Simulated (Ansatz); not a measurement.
```yaml
crystal:
  lattice:
    - [3.03300, 0.00000, 0.00000]
    - [-1.51650, 2.62665, 0.00000]
    - [0.00000, 0.00000, 7.40332]
  atoms:
    - { symbol: Mg, position: [0.33333, 0.66667, 0.66580] }
    - { symbol: Mg, position: [0.66667, 0.33333, 0.33420] }
    - { symbol: Zn, position: [0.00000, 0.00000, 0.00000] }
    - { symbol: O, position: [0.33333, 0.66667, 0.17262] }
    - { symbol: O, position: [0.66667, 0.33333, 0.82738] }
    - { symbol: O, position: [0.00000, 0.00000, 0.50000] }
```

Space group P-3m1; the calculation finds a residual pressure of about −12 GPa at this fixed cell. The cell comes from a database of computed structures, not from a measurement.

Level of theory: DFT LDA, scalar-relativistic, plane waves, PAW (Ansatz).

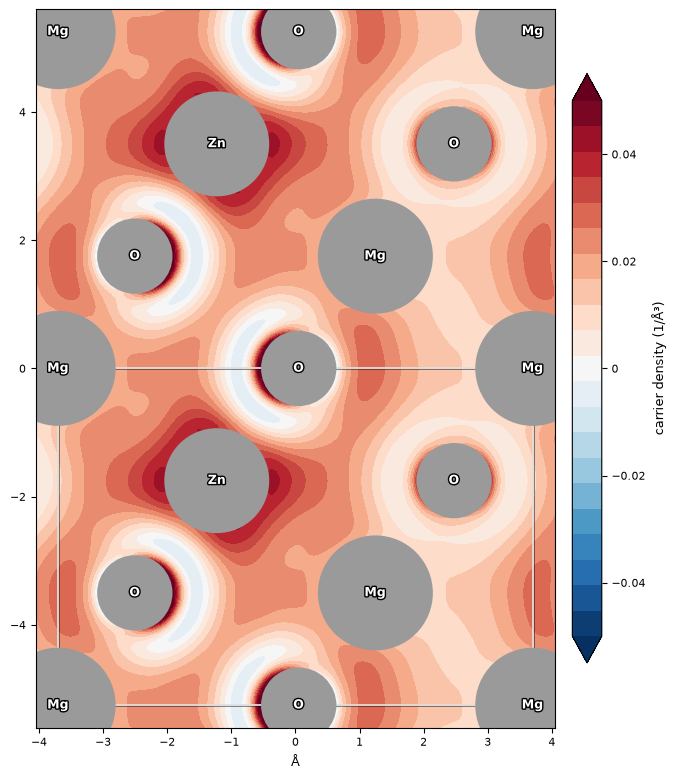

Mg$_{2}$ZnO$_{3}$. Where the extra electron sits when 0.1 electron is added to the 6-atom cell of the calculation (uniform compensating background, atoms fixed); the change of density for each carrier, counted positive where the carrier is: a map on the (110) plane of the conventional cell, with grey discs over the atomic cores. Cores are masked to 0.9 Å (Mg), 0.8 Å (Zn) and 0.6 Å (O).

In a PAW calculation such maps are meaningful between the atoms, not at the nuclei.

**Where does the doped charge go?**

Summed over atomic cells sized by the Bader volumes, the added electron divides as O about 70 %, Zn about 20 % and Mg about 10 %; these cells fill 15 % (Mg), 15 % (Zn) and 70 % (O) of the volume, so no element is strongly preferred.
Over the whole cell, outside the cores, it is densest at the edge of the masked core of O.
The counter-flow of charge adds up to under 0.1 e for each carrier.
These are shares of the net change, screening included; the states that take the carrier can be more concentrated.

Run times: 16 s (electron) and 15 s (base cell), on 2 threads of Arm Neoverse V2, on a shared host.
